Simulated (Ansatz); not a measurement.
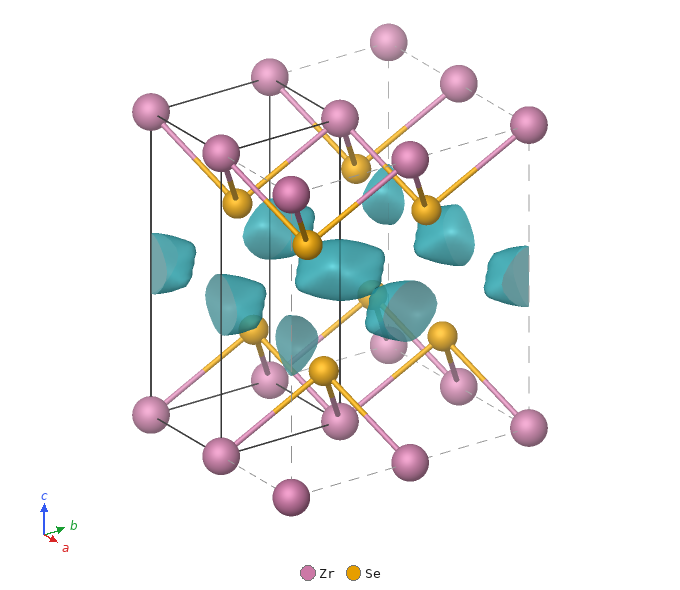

Crystal voids of ZrSe₂ in space group P-3m1: the teal surface encloses the regions where the procrystal electron density, the sum of the densities of spherically averaged neutral Hartree-Fock atoms, is below 0.005 e/bohr³ (2×2×1 cells, view slightly off an axis). No self-consistent density enters. Pale faces close the region where the drawn box cuts it. From Rb on the atoms have core potentials, so only their outer electrons count. The usual level for crystal voids is 0.002 e/bohr³; this crystal has almost no region below it, so a higher level is used, which marks the interstitial space of lowest density.

Source of the atomic positions: a calculation's input that goes back to an entry of the Crystallography Open Database (an earlier step may have relaxed or displaced it).

Space group P-3m1 (No. 164). a = 3.798 Å, b = 3.798 Å, c = 6.192 Å, α = 90.00°, β = 90.00°, γ = 120.00°
```tsv
atom	site	symmetry	x	y	z
Zr	1a	-3m.	0.0000	0.0000	0.0000
Se	2d	3m.	0.3333	0.6667	0.2500
```

What share of the cell is void by this measure?

Answer. The voids take about 2.6 % of the cell (2 Å³ of 77.4 Å³) and are bounded by about 8.4 Å² of surface per cell.

What shape does the empty space take in three dimensions?

Answer. They are isolated pockets that do not connect across cells.

How low does the density fall, and where?

Answer. To about 0.0031 e/bohr³ near 0.00, 0.00, 0.50 (fractional), 2.7 Å from the nearest nucleus.

At what density do the voids first join through the crystal?

Answer. At about 0.0059 e/bohr³, as a two-dimensional network in layers parallel to (001).
